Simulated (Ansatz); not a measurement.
PtSe2

```
Pt Se
1.0
     3.69140    0.00000    0.00000
    -1.84570    3.19685    0.00000
     0.00000    0.00000   17.28214
Pt Se
3 6
Direct
  0.00000 0.00000 0.00000
  0.66667 0.33333 0.33333
  0.33333 0.66667 0.66667
  0.00000 0.00000 0.25678
  0.66667 0.33333 0.59011
  0.33333 0.66667 0.92345
  0.66667 0.33333 0.07655
  0.33333 0.66667 0.40989
  0.00000 0.00000 0.74322
```

Space group R-3m; started from the CdCl2 (3R octahedral) bulk prototype, which need not be the ambient phase; not relaxed (largest force 0.3 eV/Å).

Method: DFT, HSE06, plane waves, PAW (Ansatz 0.2.0).

The density is the valence pseudo-density of a PAW calculation; it isn't the true density close to the nuclei.

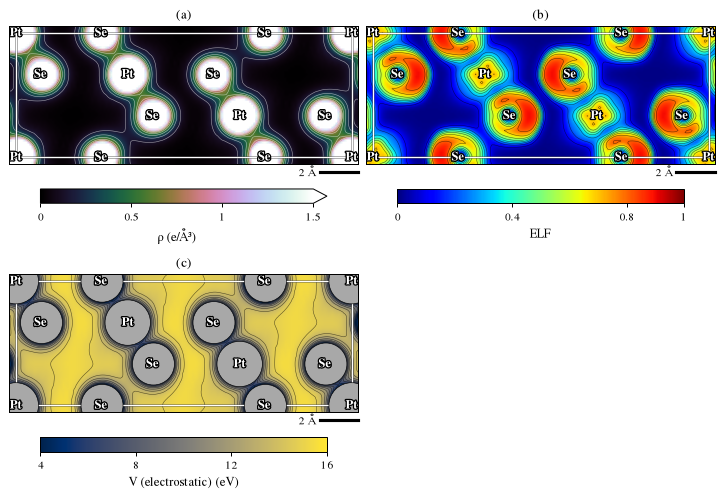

Figure 1. (a) valence pseudo-density; (b) ELF; (c) electrostatic potential (local pseudopotential plus Hartree) felt by an electron on the (110) plane of the conventional cell. Grey discs cover the atomic cores in the potential map.

What does the map show?

The section cuts through Pt and Se sites. Pt–Se (2.51 Å): ρ at the midpoint is about 0.59 e/Å³; the ELF is about 0.55 at the midpoint. Between the atoms the lowest density in this plane is 0.009 e/Å³. The features right at Pt lie inside the PAW spheres, where the map follows smoothed inner orbitals and isn't to be read closely. Outside the cores the potential energy rises away from the atoms and is highest about 2.0 Å from the nearest atoms; its zero is arbitrary.

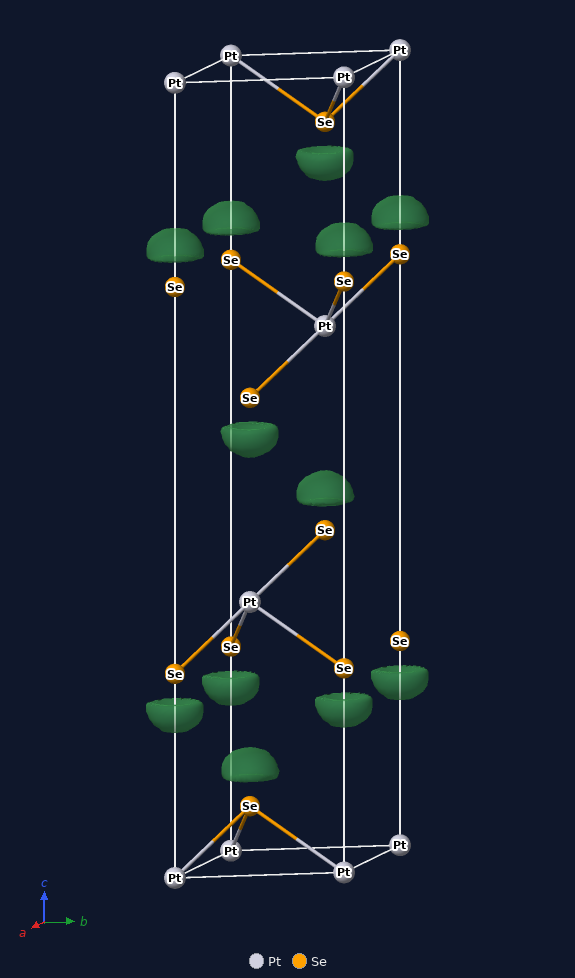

Figure 2. Isosurface of the electron localisation function at 0.85 (green), seen slightly off an axis. Core shells and regions of very low density are left out. Sticks mark near contacts.

Identify the bonds, lone pairs and shells in this picture.

The surface consists of six lobes on Se, pointing away from the bonds (lone pairs), counted in one cell of 9 atoms. Any copies at cell faces, edges or corners count once.

Does the calculation make it a metal, or give it a gap?

It is gapped, with a Kohn–Sham gap of 0.78 eV on the k-point mesh, an upper bound to the gap of this method.
